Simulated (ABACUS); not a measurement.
## Energy of Zr along an even scaling of the cell

System: Zr (P6₃/mmc, 2 atoms in the cell).
Method: Kohn-Sham DFT of a periodic cell, PBE, PseudoDojo NC SR 0.4.1 PBE standard, no spin polarisation (ABACUS 3.10.1).

The 7 runs differ only in the geometry, by an even scaling of the cell at fixed fractional positions. The structure derives from an entry of the Crystallography Open Database.

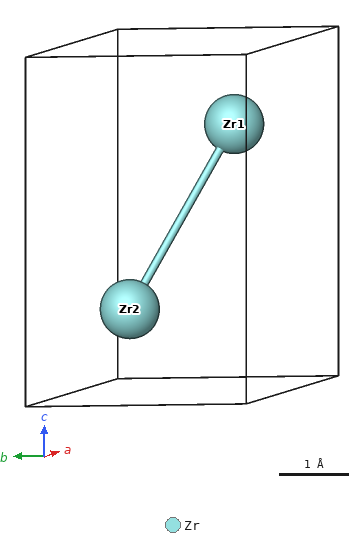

Figure 1. The structure of run 4 (ball-and-stick view of the cell of the calculation, seen at an oblique angle; atoms are numbered from 1 in the order of the input).

### Input of run 4
```
INPUT_PARAMETERS
suffix              Zr
calculation         scf
basis_type          pw
pseudo_dir          ./
symmetry            1
dft_functional      pbe
ecutwfc             66
pseudo_rcut         10
nspin               1
nbands              16
ks_solver           dav
smearing_method     fd
smearing_sigma      0.00367493
scf_thr             1e-08
scf_nmax            100
mixing_type         broyden
mixing_beta         0.7
cal_force           1
cal_stress          1
kpar                4
```

### File STRU of run 4
```
ATOMIC_SPECIES
Zr 91.2240 Zr.upf

LATTICE_CONSTANT
1.8897261246

LATTICE_VECTORS
3.2320000000 0.0000000000 0.0000000000
-1.6160000000 2.7989941050 0.0000000000
0.0000000000 0.0000000000 5.1470000000

ATOMIC_POSITIONS
Direct

Zr
0.0
2
0.6666666667 0.3333333333 0.7500000000 1 1 1
0.3333333333 0.6666666667 0.2500000000 1 1 1
```

### File KPT of run 4
```
K_POINTS
0
Gamma
9 9 5 0 0 0
```

Command:
```bash
OMP_NUM_THREADS=1 mpirun -np 4 abacus > log
```

Run 6 differs from it as follows:
```diff
-3.2320000000 0.0000000000 0.0000000000
--1.6160000000 2.7989941050 0.0000000000
-0.0000000000 0.0000000000 5.1470000000
+3.2745311931 0.0000000000 0.0000000000
+-1.6372655966 2.8358271987 0.0000000000
+0.0000000000 0.0000000000 5.2147314515
```

### Results, with one run withheld

| run | volume per atom (Å³) | free energy per atom, from the lowest run given (meV) | pressure (GPa) |
| --- | --- | --- | --- |
| 1 | 21.884 | 32.71 | 7.15 |
| 2 | 22.350 | 15.35 | 4.77 |
| 3 | 22.815 | 4.62 | 2.58 |
| 4 | 23.281 | 0.00 | 0.57 |
| 5 | 23.746 | 0.98 | −1.28 |
| 6 | 24.212 | ? | ? |
| 7 | 24.678 | 18.00 | −4.54 |

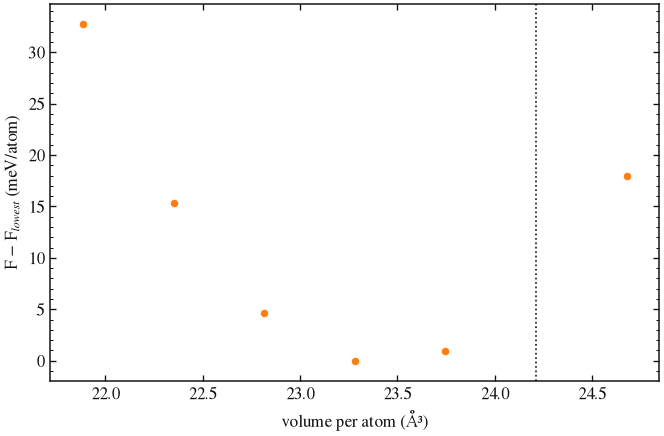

Figure 2. Free energy per atom of the runs given; the dotted line marks run 6.

Estimate the energy of run 6 from the others.

A cubic polynomial in V^(−2/3) (the Birch–Murnaghan form), fitted to the 6 runs given, misses them by at most 0.01 meV per atom. With x = V^(−2/3) − 0.12330 Å⁻², it reads F = 1.1306 + 2410.4 x + 1.0303e+06 x² − 3.3059e+06 x³ (meV per atom). At run 6 it gives 7.11 meV per atom, and the run itself gives 7.12. The slope of the fit gives a pressure −dF/dV of −2.95 GPa there, and the run prints −2.98 GPa. The fit has its minimum at 23.428 Å³ per atom, where V d²F/dV² gives 94.5 GPa. Cell shape and fractional positions are held, so this is the stiffness under even scaling; the relaxed bulk modulus wasn't computed.

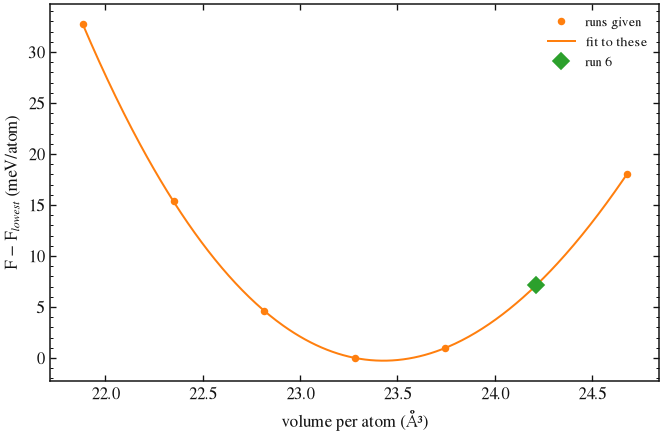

Figure 3. The fit and the withheld run.

### Some lines of the output (run 6)
```
[...]
                          Volume (Bohr^3) = 326.781
                             Volume (A^3) = 48.424
 E_Fermi        1.0097748808         13.7386920765
 E_Fermi        0.9922209249         13.4998582535
 E_Fermi        0.9927871160         13.5075616787
 E_Fermi        0.9926299291         13.5054230404
 E_Fermi        0.9925438084         13.5042513083
 E_KS(sigma->0) -202.4826710983      -2754.9180731966
 E_Fermi        0.9925640482         13.5045266860
 final etot is -2754.925709 eV
 EFERMI = 13.504526686 eV
 TOTAL-PRESSURE: -29.767667 KBAR
 !FINAL_ETOT_IS -2754.9257090263645296 eV
```
